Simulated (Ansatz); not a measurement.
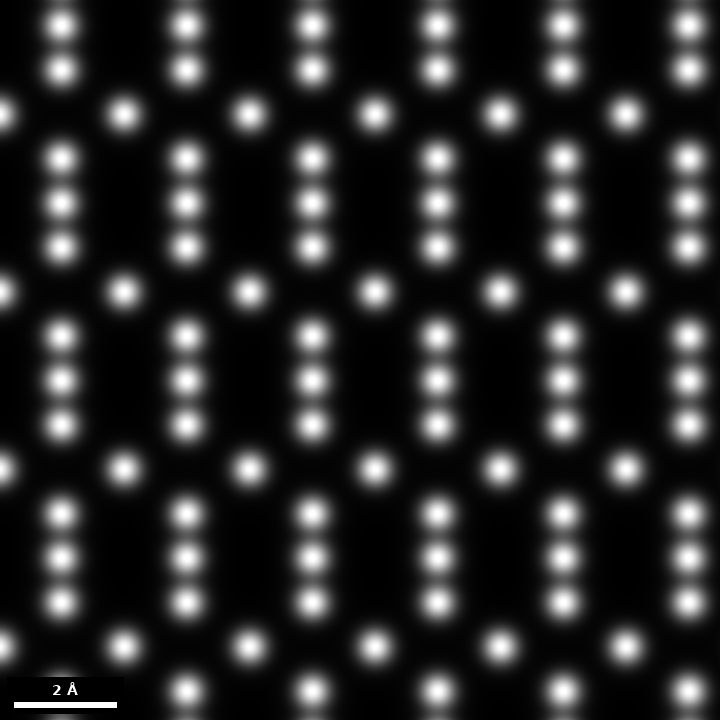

Z-contrast image of Pd (Pm-3n, No. 223) along [110]. Simulation: incoherent imaging, intensity Z^1.7 per atom, probe width 0.53 Å, thin sample. The probe carries 15 % of its weight in a tail 2.5 times as wide. Structure used: coordinates from a relaxation with DFT, LDA (PW92), plane waves (420 eV) with PAW, scalar-relativistic (Ansatz); the starting structure was generated, so it need not be a known form of this composition.

Interpret the image.

The columns repeat on a rectangular net of 2.44 × 3.45 Å (plane group p2mm). All columns are alike (Pd). The shortest distance between visible columns is 0.86 Å in projection. Along the beam the structure repeats every 6.90 Å.
